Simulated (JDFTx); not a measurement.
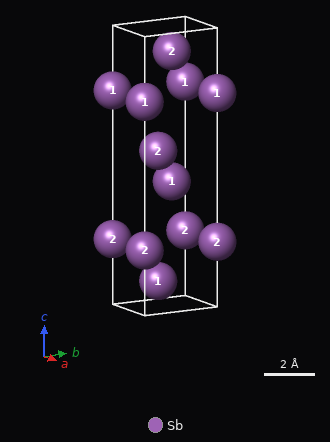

Figure 1. The starting structure (spheres-only view of the cell 3 times as large as that of the calculation, set on its symmetry axes, seen slightly off an axis; atoms are numbered from 1 in the order of the input). An atom can appear more than once, as a periodic image.

Run report: Sb, geometry relaxation (part 1 of 2)

System: Sb (2 atoms in the cell).
Method: Kohn-Sham DFT of a periodic cell, PBEsol, PseudoDojo-SR-PBEsol-0.4.1-standard, no spin polarisation (JDFTx 1.7.0 (patched build)).

The structure derives from an entry of the Crystallography Open Database.

### Output
```
*************** JDFTx 1.7.0 (patched build) ***************

Input parsed successfully to the following command list (including defaults):
[... the input with its defaults ...]

---------- Setting up symmetries ----------

Non-trivial transmission matrix:
[   1   0   0  ]
[  -1   1   0  ]
[   0  -1   1  ]
with reduced lattice vectors:
[      8.141696     -4.070848      0.000000  ]
[      0.000000      7.050916     -4.700610  ]
[      0.000000      0.000000      7.101591  ]

Found 12 point-group symmetries of the bravais lattice
Found 12 space-group symmetries with basis
Applied RMS atom displacement 2.66511e-11 bohrs to make symmetries exact.

---------- Initializing the Grid ----------
R =
[      4.07085     -4.07085            0  ]
[      2.35031      2.35031     -4.70061  ]
[      7.10159      7.10159      7.10159  ]
unit cell volume = 407.677
G =
[   0.771729   0.445558   0.294919  ]
[  -0.771729   0.445558   0.294919  ]
[ -6.98936e-18  -0.891116   0.294919  ]
Minimum fftbox size, Smin = [  72  72  72  ]
Chosen fftbox size, S = [  72  72  72  ]

---------- Initializing tighter grid for wavefunction operations ----------
R =
[      4.07085     -4.07085            0  ]
[      2.35031      2.35031     -4.70061  ]
[      7.10159      7.10159      7.10159  ]
unit cell volume = 407.677
G =
[   0.771729   0.445558   0.294919  ]
[  -0.771729   0.445558   0.294919  ]
[ -6.98936e-18  -0.891116   0.294919  ]
Minimum fftbox size, Smin = [  52  52  52  ]
Chosen fftbox size, S = [  54  54  54  ]

---------- Exchange Correlation functional ----------
Initalized PBEsol GGA exchange.
Initalized PBEsol GGA correlation.

---------- Setting up pseudopotentials ----------
Width of ionic core gaussian charges (only for fluid interactions / plotting) set to 0

Reading pseudopotential file 'pseudo/Sb.upf':
  'Sb' pseudopotential, 'PBESOL' functional
  Generated using ONCVPSP code by D. R. Hamann
  15 valence electrons, 3 orbitals, 6 projectors, 1001 radial grid points, with lMax = 2
    4D    l: 2   occupation: 10.0   eigenvalue: -1.229265
    5S    l: 0   occupation:  2.0   eigenvalue: -0.473197
    5P    l: 1   occupation:  3.0   eigenvalue: -0.178030
  Core radius for overlap checks: 2.05 bohrs.

Initialized 1 species with 2 total atoms.

Folded 1 k-points by 6x6x6 to 216 k-points.

---------- Setting up k-points, bands, fillings ----------
Reduced to 32 k-points under symmetry.
Computing the number of bands and number of electrons
Calculating initial fillings.
nElectrons:  30.000000   nBands: 22   nStates: 32

----- Setting up reduced wavefunction bases (one per k-point) -----
average nbasis = 4926.255 , ideal nbasis = 4926.064

---------- Setting up ewald sum ----------
Optimum gaussian width for ewald sums = 2.683510 bohr.
Real space sum over 1331 unit cells with max indices [  5  5  5  ]
Reciprocal space sum over 2197 terms with max indices [  6  6  6  ]

---------- Allocating electronic variables ----------
Initializing wave functions:  linear combination of atomic orbitals
Note: number of bands (22) exceeds available atomic orbitals (18)
Sb pseudo-atom occupations:   s ( 2 )  p ( 3 )  d ( 10 )
	FillingsUpdate:  mu: +0.388873966  nElectrons: 30.000000
LCAOMinimize: Iter:   0  F: -160.6298554472216722  |grad|_K:  3.708e-04  alpha:  1.000e+00
	FillingsUpdate:  mu: +0.389280078  nElectrons: 30.000000
LCAOMinimize: Iter:   1  F: -160.6305449941145866  |grad|_K:  8.065e-06  alpha:  6.387e-01  linmin: -1.474e-01  cgtest:  3.231e-01
LCAOMinimize: Encountered beta<0, resetting CG.
	FillingsUpdate:  mu: +0.389266694  nElectrons: 30.000000
LCAOMinimize: Iter:   2  F: -160.6305454512740312  |grad|_K:  1.061e-06  alpha:  9.077e-01  linmin:  7.552e-04  cgtest: -2.825e-03
	FillingsUpdate:  mu: +0.389264456  nElectrons: 30.000000
LCAOMinimize: Iter:   3  F: -160.6305454571882194  |grad|_K:  8.976e-08  alpha:  6.782e-01  linmin:  5.344e-05  cgtest:  4.580e-03
LCAOMinimize: Converged (|Delta F|<1.000000e-06 for 2 iters).

--------- Lattice Minimization ---------

-------- Electronic minimization -----------
Will mix electronic density at each iteration.
	FillingsUpdate:  mu: +0.389264456  nElectrons: 30.000000
	FillingsUpdate:  mu: +0.380691056  nElectrons: 30.000000
SCF: Cycle:  0   F: -160.674342064593702   dF: -4.380e-02   |Residual|: 4.093e-02   |deigs|: 1.704e-01
	FillingsUpdate:  mu: +0.381625238  nElectrons: 30.000000
SCF: Cycle:  1   F: -160.676810075220601   dF: -2.468e-03   |Residual|: 1.806e-02   |deigs|: 5.245e-03
	FillingsUpdate:  mu: +0.381949113  nElectrons: 30.000000
SCF: Cycle:  2   F: -160.677102921902957   dF: -2.928e-04   |Residual|: 7.025e-03   |deigs|: 1.765e-03
	FillingsUpdate:  mu: +0.382024299  nElectrons: 30.000000
SCF: Cycle:  3   F: -160.677112936826717   dF: -1.001e-05   |Residual|: 1.471e-03   |deigs|: 2.642e-04
	FillingsUpdate:  mu: +0.382087183  nElectrons: 30.000000
SCF: Cycle:  4   F: -160.677114992082409   dF: -2.055e-06   |Residual|: 5.268e-04   |deigs|: 7.087e-05
	FillingsUpdate:  mu: +0.382113378  nElectrons: 30.000000
SCF: Cycle:  5   F: -160.677115781684790   dF: -7.896e-07   |Residual|: 1.079e-04   |deigs|: 1.086e-04
	FillingsUpdate:  mu: +0.382121399  nElectrons: 30.000000
SCF: Cycle:  6   F: -160.677115959272385   dF: -1.776e-07   |Residual|: 9.049e-05   |deigs|: 2.886e-05
	FillingsUpdate:  mu: +0.382125715  nElectrons: 30.000000
SCF: Cycle:  7   F: -160.677116066825050   dF: -1.076e-07   |Residual|: 1.700e-05   |deigs|: 4.242e-05
	FillingsUpdate:  mu: +0.382126397  nElectrons: 30.000000
SCF: Cycle:  8   F: -160.677116087308377   dF: -2.048e-08   |Residual|: 1.324e-05   |deigs|: 1.703e-05
	FillingsUpdate:  mu: +0.382126144  nElectrons: 30.000000
SCF: Cycle:  9   F: -160.677116103318895   dF: -1.601e-08   |Residual|: 3.226e-06   |deigs|: 2.897e-05
	FillingsUpdate:  mu: +0.382126179  nElectrons: 30.000000
SCF: Cycle: 10   F: -160.677116106487119   dF: -3.168e-09   |Residual|: 1.823e-06   |deigs|: 1.371e-05
	FillingsUpdate:  mu: +0.382126187  nElectrons: 30.000000
SCF: Cycle: 11   F: -160.677116109023615   dF: -2.536e-09   |Residual|: 1.133e-06   |deigs|: 1.939e-05
	FillingsUpdate:  mu: +0.382126179  nElectrons: 30.000000
SCF: Cycle: 12   F: -160.677116109494818   dF: -4.712e-10   |Residual|: 5.972e-07   |deigs|: 9.230e-06
	FillingsUpdate:  mu: +0.382126159  nElectrons: 30.000000
SCF: Cycle: 13   F: -160.677116109841791   dF: -3.470e-10   |Residual|: 1.391e-07   |deigs|: 8.219e-06
SCF: Converged (|Delta E|<1.000000e-09 for 2 iters).

Setting wave functions to eigenvectors of Hamiltonian
# Lattice vectors:
R =
[      4.07085     -4.07085            0  ]
[      2.35031      2.35031     -4.70061  ]
[      7.10159      7.10159      7.10159  ]
unit cell volume = 407.677

# Strain tensor in Cartesian coordinates:
[            0            0            0  ]
[            0            0            0  ]
[            0            0            0  ]

# Stress tensor in Cartesian coordinates [Eh/a0^3]:
[ -5.10006e-06            0            0  ]
[            0 -5.10006e-06            0  ]
[            0            0  5.99787e-06  ]

# Ionic positions in cartesian coordinates:
ion Sb   0.000000000000000   0.000000000026650  16.330321037899999 1
ion Sb  -0.000000000000000  -0.000000000026651   4.974451291100000 1

# Forces in Cartesian coordinates:
force Sb   0.000000000000000  -0.000000000000000  -0.000723523115748 1
force Sb  -0.000000000000001   0.000000000000001   0.000723523115748 1

# Energy components:
   Eewald =     -107.8544850926578533
       EH =       44.2807907041752884
     Eloc =     -140.9948834759447038
      Enl =      -38.3111671564205452
      Exc =      -45.0141541046634401
 Exc_core =       20.8894650883194153
       KE =      106.3274177129960805
-------------------------------------
     Etot =     -160.6770163241957334
       TS =        0.0000997856460594
-------------------------------------
        F =     -160.6771161098417906

LatticeMinimize: Iter:   0  F: -160.677116109841791  |grad|_K:  1.146e-03

#--- Lowdin population analysis ---
# oxidation-state Sb +0.034 +0.034

-------- Electronic minimization -----------
Will mix electronic density at each iteration.
	FillingsUpdate:  mu: +0.382126159  nElectrons: 30.000000
	FillingsUpdate:  mu: +0.382094112  nElectrons: 30.000000
SCF: Cycle:  0   F: -160.677117326161238   dF: -1.495e-07   |Residual|: 9.163e-05   |deigs|: 4.203e-06
	FillingsUpdate:  mu: +0.382090934  nElectrons: 30.000000
SCF: Cycle:  1   F: -160.677117357959872   dF: -3.180e-08   |Residual|: 3.696e-05   |deigs|: 3.409e-06
	FillingsUpdate:  mu: +0.382089498  nElectrons: 30.000000
SCF: Cycle:  2   F: -160.677117362671737   dF: -4.712e-09   |Residual|: 1.859e-05   |deigs|: 1.997e-06
	FillingsUpdate:  mu: +0.382088975  nElectrons: 30.000000
SCF: Cycle:  3   F: -160.677117363464134   dF: -7.924e-10   |Residual|: 4.186e-06   |deigs|: 3.475e-06
	FillingsUpdate:  mu: +0.382088862  nElectrons: 30.000000
SCF: Cycle:  4   F: -160.677117363682669   dF: -2.185e-10   |Residual|: 1.936e-06   |deigs|: 1.787e-06
SCF: Converged (|Delta E|<1.000000e-09 for 2 iters).

Setting wave functions to eigenvectors of Hamiltonian
LatticeMinimize: 	Wolfe criterion not satisfied: alpha: 1  (E-E0)/|gdotd0|: -0.954964  gdotd/gdotd0: 0.907751 (taking cubic step)

-------- Electronic minimization -----------
Will mix electronic density at each iteration.
	FillingsUpdate:  mu: +0.382088862  nElectrons: 30.000000
	FillingsUpdate:  mu: +0.382024112  nElectrons: 30.000000
SCF: Cycle:  0   F: -160.677119384245657   dF: -6.148e-07   |Residual|: 1.865e-04   |deigs|: 1.697e-06
	FillingsUpdate:  mu: +0.382017856  nElectrons: 30.000000
SCF: Cycle:  1   F: -160.677119502326036   dF: -1.181e-07   |Residual|: 7.154e-05   |deigs|: 5.320e-06
	FillingsUpdate:  mu: +0.382015087  nElectrons: 30.000000
SCF: Cycle:  2   F: -160.677119518742188   dF: -1.642e-08   |Residual|: 3.682e-05   |deigs|: 2.657e-06
	FillingsUpdate:  mu: +0.382013858  nElectrons: 30.000000
SCF: Cycle:  3   F: -160.677119521395184   dF: -2.653e-09   |Residual|: 9.239e-06   |deigs|: 2.043e-06
	FillingsUpdate:  mu: +0.382013812  nElectrons: 30.000000
SCF: Cycle:  4   F: -160.677119522066391   dF: -6.712e-10   |Residual|: 4.242e-06   |deigs|: 1.097e-06
	FillingsUpdate:  mu: +0.382013710  nElectrons: 30.000000
SCF: Cycle:  5   F: -160.677119522316502   dF: -2.501e-10   |Residual|: 4.780e-07   |deigs|: 1.029e-06
SCF: Converged (|Delta E|<1.000000e-09 for 2 iters).

Setting wave functions to eigenvectors of Hamiltonian
# Lattice vectors:
R =
[      4.07131     -4.07131            0  ]
[      2.35057      2.35057     -4.70114  ]
[      7.10064      7.10064      7.10064  ]
unit cell volume = 407.715

# Strain tensor in Cartesian coordinates:
[  0.000113452            0            0  ]
[            0  0.000113452            0  ]
[            0            0 -0.000133417  ]

# Stress tensor in Cartesian coordinates [Eh/a0^3]:
[ -3.71764e-06            0            0  ]
[            0 -3.71764e-06            0  ]
[            0            0  7.20452e-06  ]

# Ionic positions in cartesian coordinates:
ion Sb  -0.000000000000000   0.000000000026644  16.325971952407990 1
ion Sb   0.000000000000000  -0.000000000026657   4.975957959160011 1

# Forces in Cartesian coordinates:
force Sb   0.000000000000000   0.000000000000001  -0.000488486228205 1
force Sb  -0.000000000000000   0.000000000000000   0.000488486228205 1

# Energy components:
   Eewald =     -107.8592989965586071
       EH =       44.2747030204013896
     Eloc =     -140.9835704001377792
      Enl =      -38.3116251197842743
      Exc =      -45.0138874967137923
 Exc_core =       20.8894650744621906
       KE =      106.3271951303196943
-------------------------------------
     Etot =     -160.6770187880111962
       TS =        0.0001007343053179
-------------------------------------
        F =     -160.6771195223165023

LatticeMinimize: Iter:   1  F: -160.677119522316502  |grad|_K:  8.472e-04  alpha:  3.000e+00  linmin: -2.508e-01

#--- Lowdin population analysis ---
# oxidation-state Sb +0.034 +0.034

-------- Electronic minimization -----------
Will mix electronic density at each iteration.
	FillingsUpdate:  mu: +0.382013710  nElectrons: 30.000000
	FillingsUpdate:  mu: +0.382100216  nElectrons: 30.000000
SCF: Cycle:  0   F: -160.677124333965338   dF: -6.465e-06   |Residual|: 5.682e-04   |deigs|: 9.316e-06
	FillingsUpdate:  mu: +0.382080333  nElectrons: 30.000000
SCF: Cycle:  1   F: -160.677125244264374   dF: -9.103e-07   |Residual|: 2.321e-04   |deigs|: 1.929e-05
	FillingsUpdate:  mu: +0.382069433  nElectrons: 30.000000
SCF: Cycle:  2   F: -160.677125386939110   dF: -1.427e-07   |Residual|: 1.153e-04   |deigs|: 1.062e-05
	FillingsUpdate:  mu: +0.382065656  nElectrons: 30.000000
SCF: Cycle:  3   F: -160.677125403682453   dF: -1.674e-08   |Residual|: 3.475e-05   |deigs|: 4.906e-06
	FillingsUpdate:  mu: +0.382065004  nElectrons: 30.000000
SCF: Cycle:  4   F: -160.677125409085392   dF: -5.403e-09   |Residual|: 1.303e-05   |deigs|: 1.172e-06
	FillingsUpdate:  mu: +0.382064660  nElectrons: 30.000000
SCF: Cycle:  5   F: -160.677125410642304   dF: -1.557e-09   |Residual|: 2.587e-06   |deigs|: 1.409e-06
	FillingsUpdate:  mu: +0.382064718  nElectrons: 30.000000
SCF: Cycle:  6   F: -160.677125411299272   dF: -6.570e-10   |Residual|: 1.156e-06   |deigs|: 5.850e-07
	FillingsUpdate:  mu: +0.382064762  nElectrons: 30.000000
SCF: Cycle:  7   F: -160.677125411510758   dF: -2.115e-10   |Residual|: 8.797e-07   |deigs|: 4.049e-07
SCF: Converged (|Delta E|<1.000000e-09 for 2 iters).

Setting wave functions to eigenvectors of Hamiltonian
# Lattice vectors:
R =
[      4.07244     -4.07244            0  ]
[      2.35122      2.35122     -4.70244  ]
[      7.09454      7.09454      7.09454  ]
unit cell volume = 407.59

# Strain tensor in Cartesian coordinates:
[  0.000390025            0            0  ]
[            0  0.000390025            0  ]
[            0            0 -0.000992848  ]

# Stress tensor in Cartesian coordinates [Eh/a0^3]:
[ -1.64653e-06            0            0  ]
[            0 -1.64653e-06            0  ]
[            0            0  8.26852e-06  ]

# Ionic positions in cartesian coordinates:
ion Sb   0.000000000000000   0.000000000026585  16.307643123948790 1
ion Sb  -0.000000000000000  -0.000000000026685   4.975976810952425 1

# Forces in Cartesian coordinates:
force Sb   0.000000000000000  -0.000000000000000  -0.000103353203109 1
force Sb   0.000000000000000  -0.000000000000000   0.000103353203109 1

# Energy components:
   Eewald =     -107.8871850428793380
       EH =       44.2517320295023850
     Eloc =     -140.9321963985634056
      Enl =      -38.3124065770164250
      Exc =      -45.0136406276394752
 Exc_core =       20.8894650688032364
       KE =      106.3272085532669848
-------------------------------------
     Etot =     -160.6770229945259985
       TS =        0.0001024169847523
-------------------------------------
        F =     -160.6771254115107581

LatticeMinimize: Iter:   2  F: -160.677125411510758  |grad|_K:  4.943e-04  alpha:  1.000e+00  linmin: -1.928e-01

#--- Lowdin population analysis ---
# oxidation-state Sb +0.034 +0.034

-------- Electronic minimization -----------
Will mix electronic density at each iteration.
	FillingsUpdate:  mu: +0.382064762  nElectrons: 30.000000
	FillingsUpdate:  mu: +0.382364955  nElectrons: 30.000000
SCF: Cycle:  0   F: -160.677128526115268   dF: -1.406e-06   |Residual|: 1.864e-04   |deigs|: 9.963e-07
	FillingsUpdate:  mu: +0.382356521  nElectrons: 30.000000
SCF: Cycle:  1   F: -160.677128653838025   dF: -1.277e-07   |Residual|: 8.239e-05   |deigs|: 1.220e-05
	FillingsUpdate:  mu: +0.382351117  nElectrons: 30.000000
SCF: Cycle:  2   F: -160.677128676055986   dF: -2.222e-08   |Residual|: 3.988e-05   |deigs|: 8.594e-06
	FillingsUpdate:  mu: +0.382349123  nElectrons: 30.000000
SCF: Cycle:  3   F: -160.677128679920457   dF: -3.864e-09   |Residual|: 1.346e-05   |deigs|: 3.326e-06
	FillingsUpdate:  mu: +0.382349132  nElectrons: 30.000000
SCF: Cycle:  4   F: -160.677128681174963   dF: -1.255e-09   |Residual|: 4.397e-06   |deigs|: 8.843e-07
	FillingsUpdate:  mu: +0.382348977  nElectrons: 30.000000
SCF: Cycle:  5   F: -160.677128681541745   dF: -3.668e-10   |Residual|: 1.169e-06   |deigs|: 5.168e-07
	FillingsUpdate:  mu: +0.382349018  nElectrons: 30.000000
SCF: Cycle:  6   F: -160.677128681738282   dF: -1.965e-10   |Residual|: 5.986e-07   |deigs|: 4.381e-07
SCF: Converged (|Delta E|<1.000000e-09 for 2 iters).

Setting wave functions to eigenvectors of Hamiltonian
# Lattice vectors:
R =
[       4.0731      -4.0731            0  ]
[       2.3516       2.3516     -4.70321  ]
[      7.08812      7.08812      7.08812  ]
unit cell volume = 407.353

# Strain tensor in Cartesian coordinates:
[  0.000552173            0            0  ]
[            0  0.000552173            0  ]
[            0            0   -0.0018971  ]

# Stress tensor in Cartesian coordinates [Eh/a0^3]:
[  -1.6461e-06            0            0  ]
[            0  -1.6461e-06            0  ]
[            0            0  7.20828e-06  ]

# Ionic positions in cartesian coordinates:
ion Sb   0.000000000000000   0.000000000026520  16.291683509001452 1
ion Sb   0.000000000000000  -0.000000000026711   4.972671473345303 1

# Forces in Cartesian coordinates:
force Sb  -0.000000000000000  -0.000000000000000  -0.000056114508138 1
force Sb   0.000000000000000  -0.000000000000000   0.000056114508138 1
```
